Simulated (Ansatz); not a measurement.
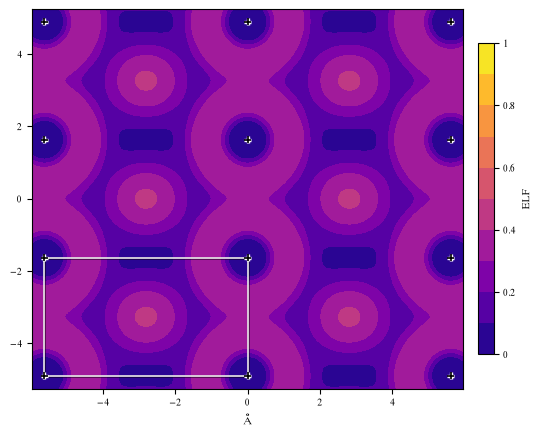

The electron localisation function on a plane through atoms (crosses mark nuclei in the plane).

All numbers below come from DFT, BLYP, plane waves (420 eV) with PAW, scalar-relativistic (Ansatz).

Candidates:
A. Sn, a = 5.62 Å, b = 5.62 Å, c = 3.26 Å, α = 90.00°, β = 90.00°, γ = 120.00°. Space group P6/mmm; set up as Sn, omega (AlB2-type); a generated structure, not necessarily the stable one; changed on purpose from its base cell (volume × 0.96).
B. Rh, a = 2.78 Å, b = 8.36 Å, c = 2.80 Å, α = 90.00°, β = 89.97°, γ = 90.00°. Space group Cmcm; set up as Rh, beta-Sn type; a generated structure, not necessarily the stable one; changed on purpose from its base cell (volume × 1.04); computed pressure about −7 GPa in this cell; computed without spin polarisation.

Q: Which system is this?

A: Candidate A: Sn on the (100) plane of the conventional cell, which holds Sn. Sn–Sn (3.26 Å): the ELF is about 0.35 at the midpoint.
